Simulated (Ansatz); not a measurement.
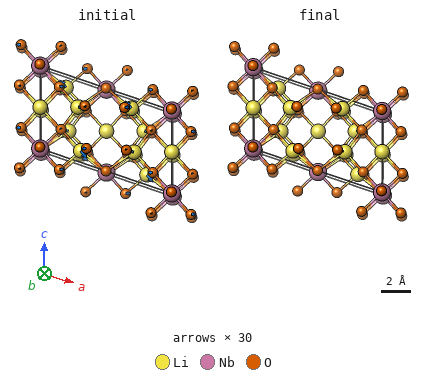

The structure of a crystal of Li$_{5}$NbO$_{5}$ (set up in C2/m) before (left) and after (right) a relaxation, at one scale. The blue arrows give the displacements (the part carried along by the change of the cell is left out), magnified 30 times.

A ball-and-stick model of the conventional cell (2 times the calculation's cell), seen from a free direction. Lengths and directions refer to the drawn axes.

Theory: DFT PBEsol, scalar-relativistic, plane waves, PAW (Ansatz). Settings: plane-wave cutoff 420 eV; k-point mesh 6 × 6 × 4; occupations gaussian; smearing width 0.02 eV; no spin polarisation; cell and atoms relaxed; force threshold 0.005 eV/Å; at most 80 steps.

> What changed between the two?

The largest moves relative to the cell, 0.024 Å, are those of Li atoms. By element the largest moves are Li 0.024 Å, O 0.012 Å. Nb stays in place. The drawn cell changes as follows: a 9.864 → 9.649 Å (−2.2 %), b 4.065 → 4.008 Å (−1.4 %), c 5.885 → 5.777 Å (−1.8 %), β 108.9° → 108.7°; the volume changes by −5.3 %. Among the contacts that change: Li–O 2.300 → 2.227 Å, Li–O 2.398 → 2.342 Å, Li–Nb 2.943 → 2.888 Å, Li–O 2.159 → 2.108 Å. The space group stays C2/m (No. 12). Over 6 accepted moves (8 points after the start) the energy falls by 0.125 eV per cell of the calculation. The largest force component goes from 0.52 to 0.0016 eV/Å. The pressure goes from −6.70 to −0.02 GPa. The SCF was repeated twice at an unchanged geometry on a basis and grid sized afresh for the cell, which shifted the energy by 15.5 meV per cell of the calculation at most. Cost: 69 s on 2 threads of Arm Neoverse V1, on a shared host, peak memory 0.51 GiB.
